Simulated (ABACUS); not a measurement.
## Energy of MoP along an even scaling of the cell

System: MoP (2 atoms in the cell).
Method: Kohn-Sham DFT of a periodic cell, PBE, PseudoDojo NC SR 0.4.1 PBE standard, no spin polarisation (ABACUS 3.10.1).

The 7 runs differ only in the geometry, by an even scaling of the cell at fixed fractional positions. The structure derives from an entry of the Crystallography Open Database.

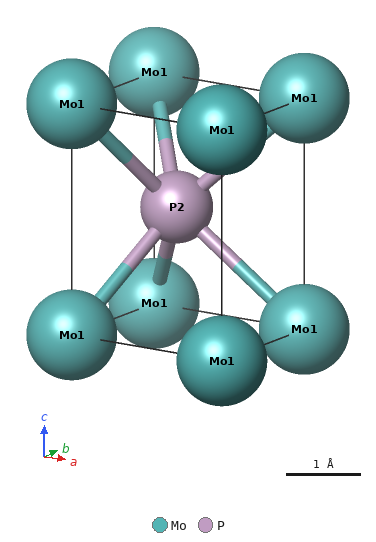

Figure 1. The structure of run 4 (ball-and-stick view of the cell of the calculation, seen slightly off an axis; atoms are numbered from 1 in the order of the input).

**Input file of run 4**
```
INPUT_PARAMETERS
suffix              MoP
calculation         scf
basis_type          pw
pseudo_dir          ./
symmetry            1
dft_functional      pbe
ecutwfc             81
pseudo_rcut         10
nspin               1
nbands              14
ks_solver           dav
smearing_method     fd
smearing_sigma      0.00367493
scf_thr             1e-08
scf_nmax            100
mixing_type         broyden
mixing_beta         0.7
cal_force           1
cal_stress          1
kpar                4
```

**File STRU of run 4**
```
ATOMIC_SPECIES
Mo 95.9500 Mo.upf
P 30.9738 P.upf

LATTICE_CONSTANT
1.8897261246

LATTICE_VECTORS
3.2230000000 0.0000000000 0.0000000000
-1.6115000000 2.7911998764 0.0000000000
0.0000000000 0.0000000000 3.1910000000

ATOMIC_POSITIONS
Direct

Mo
0.0
1
0.0000000000 0.0000000000 0.0000000000 1 1 1

P
0.0
1
0.3333333333 0.6666666667 0.5000000000 1 1 1
```

**File KPT of run 4**
```
K_POINTS
0
Gamma
10 10 8 0 0 0
```

Command:
```bash
OMP_NUM_THREADS=1 mpirun -np 4 abacus > log
```

Run 6 differs from it as follows:
```diff
-3.2230000000 0.0000000000 0.0000000000
--1.6115000000 2.7911998764 0.0000000000
-0.0000000000 0.0000000000 3.1910000000
+3.2654127585 0.0000000000 0.0000000000
+-1.6327063793 2.8279304027 0.0000000000
+0.0000000000 0.0000000000 3.2329916576
```

**Results, with one run withheld**

| run | volume per atom (Å³) | free energy per atom, from the lowest run given (meV) | pressure (GPa) |
| --- | --- | --- | --- |
| 1 | 13.492 | 58.21 | 19.41 |
| 2 | 13.779 | 29.02 | 13.26 |
| 3 | 14.066 | 10.28 | 7.73 |
| 4 | 14.353 | 0.92 | 2.76 |
| 5 | 14.640 | 0.00 | −1.70 |
| 6 | 14.927 | ? | ? |
| 7 | 15.214 | 20.09 | −9.29 |

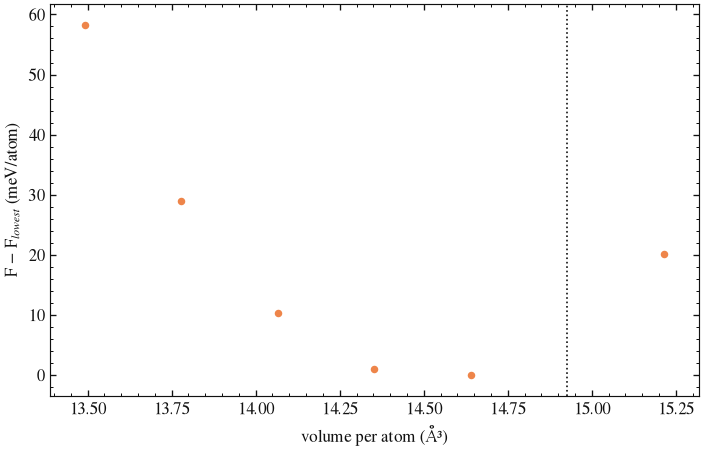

Figure 2. Free energy per atom of the runs given; the dotted line marks run 6.

Fit the runs given and predict run 6.

A cubic polynomial in V^(−2/3) (the Birch–Murnaghan form), fitted to the 6 runs given, misses them by under 0.01 meV per atom. With x = V^(−2/3) − 0.17022 Å⁻², it reads F = 3.5761 + 3673.6 x + 8.1263e+05 x² + 9.9487e+05 x³ (meV per atom). At run 6 it gives 6.64 meV per atom, and the run itself gives 6.65. The slope of the fit gives a pressure −dF/dV of −5.68 GPa there, and the run prints −5.70 GPa. The fit has its minimum at 14.529 Å³ per atom, where V d²F/dV² gives 223 GPa. Cell shape and fractional positions are held, so this is the stiffness under even scaling; the relaxed bulk modulus wasn't computed.

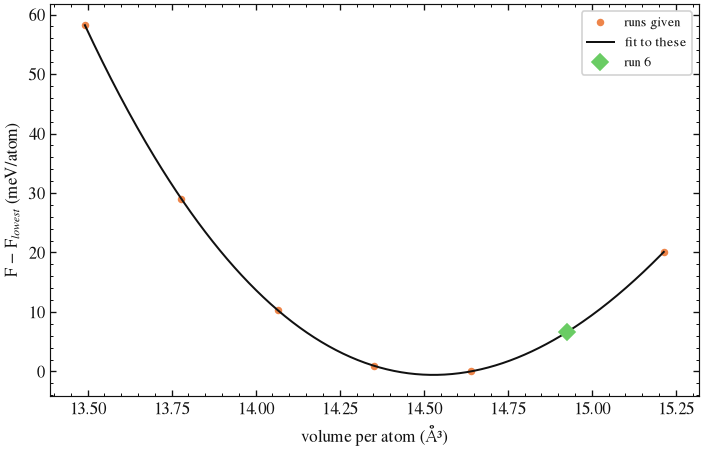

Figure 3. The fit and the withheld run.

**Some lines of the output (run 6)**
```
[...]
                          Volume (Bohr^3) = 201.469
                             Volume (A^3) = 29.8546
 E_Fermi        1.2931652936         17.5944164485
 E_Fermi        1.1489008704         15.6315982743
 E_Fermi        1.2270372077         16.6946976825
 E_Fermi        1.2177770480         16.5687067471
 E_Fermi        1.2189126883         16.5841579254
 E_Fermi        1.2189807534         16.5850839987
 E_KS(sigma->0) -154.5061179883      -2102.1635805011
 E_Fermi        1.2190308852         16.5857660760
 final etot is -2102.1658938 eV
 EFERMI = 16.585766076 eV
 TOTAL-PRESSURE: -57.006380 KBAR
 !FINAL_ETOT_IS -2102.1658937514516765 eV
```
